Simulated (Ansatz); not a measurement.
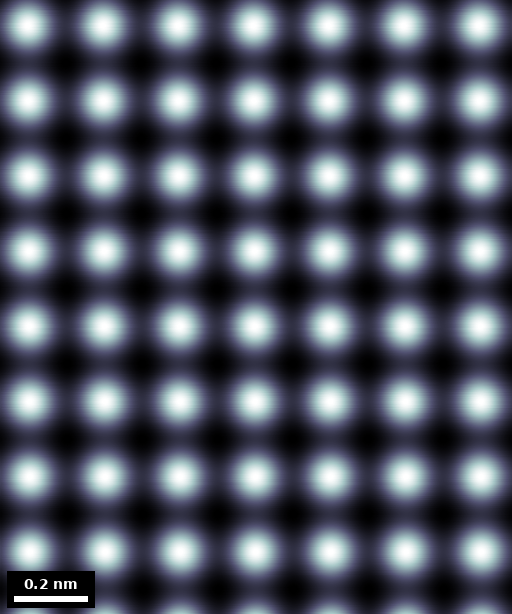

iDPC-like image of Ti (Fm-3m, No. 225). Simulated as the projected potential of neutral atoms (B = 0.8 Å²) blurred by a 0.99 Å probe, the thin-sample limit of integrated differential phase contrast. A slight drift was added. Structure used: the input geometry of an electronic-structure calculation (not necessarily at equilibrium); the starting structure was generated, so it need not be a known form of this composition.

```
Ti
1.0
     4.11204    0.00000    0.00000
     0.00000    4.11204    0.00000
     0.00000    0.00000    4.11204
Ti
4
Cartesian
  0.0000 0.0000 0.0000
  0.0000 2.0560 2.0560
  2.0560 0.0000 2.0560
  2.0560 2.0560 0.0000
```

**Along which zone axis is the crystal seen: [210], [110], [001] or [221]? (Directions equivalent by symmetry count as one.)**

[001]. The projected cells are 0.92 × 2.06 Å, 90° for [210]; 2.52 × 2.52 Å, 109° for [110]; 2.06 × 2.06 Å, 90° for [001]; 0.97 × 1.53 Å, 108° for [221], and the image repeats as the [001] one does.
